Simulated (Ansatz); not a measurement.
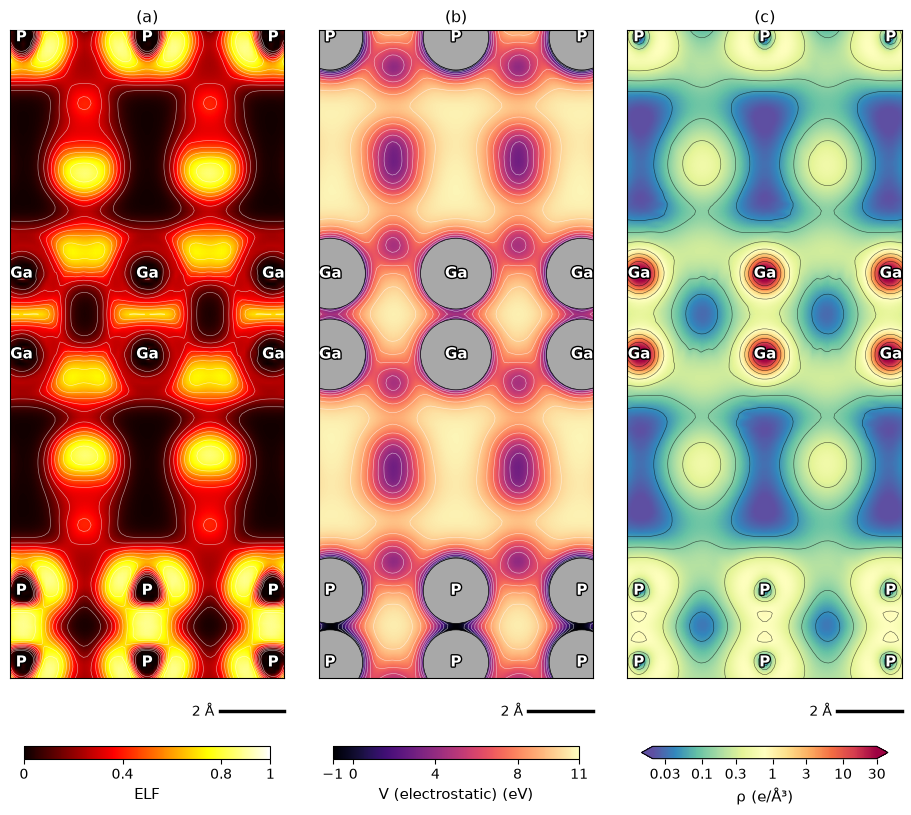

Figure 1: GaP. (a) electron localisation function; (b) electrostatic potential (local pseudopotential plus Hartree) felt by an electron; (c) valence charge density (pseudo) on the (100) plane of the conventional cell. Grey discs cover the atomic cores in the potential map.

Space group R-3m; a structure from a database of computed crystals, not necessarily the ambient phase; computed pressure about −5 GPa in this cell.

Theory: DFT LDA, scalar-relativistic, plane waves, PAW in Ansatz 0.2.0.

The density is the valence pseudo-density of a PAW calculation; it isn't the true density close to the nuclei.

Question: What does the map show?

Answer: The plane passes through Ga and P nuclei. P–P (2.21 Å): ρ is about 0.75 e/Å³ halfway; the ELF peaks at about 0.90 between the atoms, as expected for localised, covalent bonding. Ga–Ga (2.49 Å): ρ at the midpoint is about 0.41 e/Å³; the ELF peaks at about 0.70 between the atoms. Between the atoms the lowest density in this plane is 0.02 e/Å³. Outside the cores the potential energy rises away from the atoms and is highest about 2.3 Å from the nearest atoms; its zero is arbitrary.

Question: Does the calculation make it a metal, or give it a gap?

Answer: It is gapped, with a Kohn–Sham gap of 0.71 eV on the k-point mesh (the band edges may lie off the mesh, which would make the gap smaller).
